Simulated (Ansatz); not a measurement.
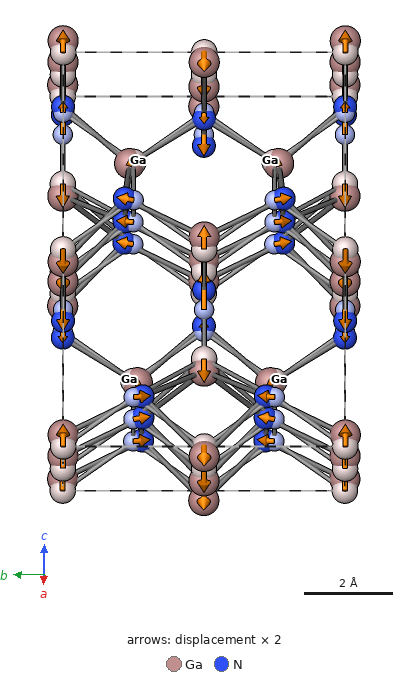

A relaxation of a defect cell of composition Ga7N8 (cell charge −3) (started half-way along a vacancy jump, in the symmetry of that start). The starting structure is drawn faded, the final one solid; orange arrows show the displacements, magnified 2 times.

A ball-and-stick model of the conventional cell (2 times the calculation's cell), seen from a free direction. Lengths and directions refer to the drawn axes.

Computed with DFT PBE, scalar-relativistic, plane waves, PAW in Ansatz 0.2.0. (plane-wave cutoff 420 eV; k-point mesh 4 × 4 × 4; occupations gaussian; smearing width 0.05 eV; no spin polarisation; atoms relaxed in a fixed cell; force threshold 0.02 eV/Å; at most 60 steps)

### Describe the change and its energy.

An N atom moves most: 0.46 Å along +c. Largest moves by element: N 0.46 Å, Ga 0.31 Å. The lattice vectors keep their values. Among the contacts that change: Ga–N 1.137 → 1.879 Å, Ga–N 2.543 → 2.254 Å, Ga–N 1.970 → 1.827 Å, Ga–N 1.970 → 2.055 Å. Among the angles between lasting bonds that change: N–Ga–N 109.5° → 88.5°, N–Ga–N 109.5° → 127.7°, N–Ga–N 109.5° → 122.0°. The energy falls by 20.220 eV per cell of the calculation in 5 accepted moves (6 points after the start). The largest force component goes from 93 to 0.016 eV/Å. 1 step only repeated the SCF at the same geometry.

Limits of the set-up: the periodic images lie only 6.4 Å apart, so the values are limited by the cell's size; the cell is charged, on a uniform background, and energies carry no finite-size correction.
